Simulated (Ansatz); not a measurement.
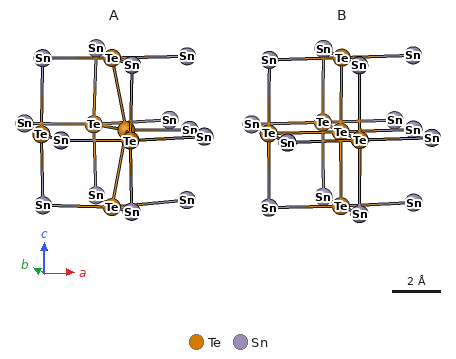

Two geometries of a defect cell of composition Te$_{32}$Sn$_{32}$, drawn at one scale. One is the start of a relaxation, the other its converged end. The picture is a ball-and-stick view of the atoms within 5.0 Å of the atom that moves most (axes of the cell of the calculation (origin shifted)), seen slightly off an axis.

All numbers below come from Ansatz, DFT, PBEsol, PAW, plane waves. Settings: plane-wave cutoff 420 eV; k-point mesh 1 × 1 × 1; mesh shifted by (0.25, 0.25, 0.25); collinear spin; atoms relaxed in a fixed cell; force threshold 0.03 eV/Å; at most 80 steps.

> Which geometry has the lower energy?

Structure A is the relaxed one. A Te atom moves most: 0.60 Å along +a. Largest moves by element: Te 0.60 Å, Sn 0.24 Å. The cell stays as it was. Among the contacts that change: Te–Te 3.137 → 3.716 Å, Sn–Te 3.165 → 2.744 Å, Sn–Te 3.109 → 3.296 Å, Sn–Te 3.155 → 2.992 Å. Among the angles between lasting bonds that change: Te–Te–Te 178.6° → 157.1°, Te–Te–Sn 89.0° → 102.9°, Te–Te–Sn 90.2° → 102.9°. After 11 geometry steps the energy has fallen by 1.034 eV per cell of the calculation. Largest force component: 1.3 eV/Å at the start, 0.014 eV/Å at the end. The program noted that the starting moments weren't kept. The run took 17 s on 1 × NVIDIA GB200 with 8 threads of Arm Neoverse-V2, peak memory 2.5 GiB.
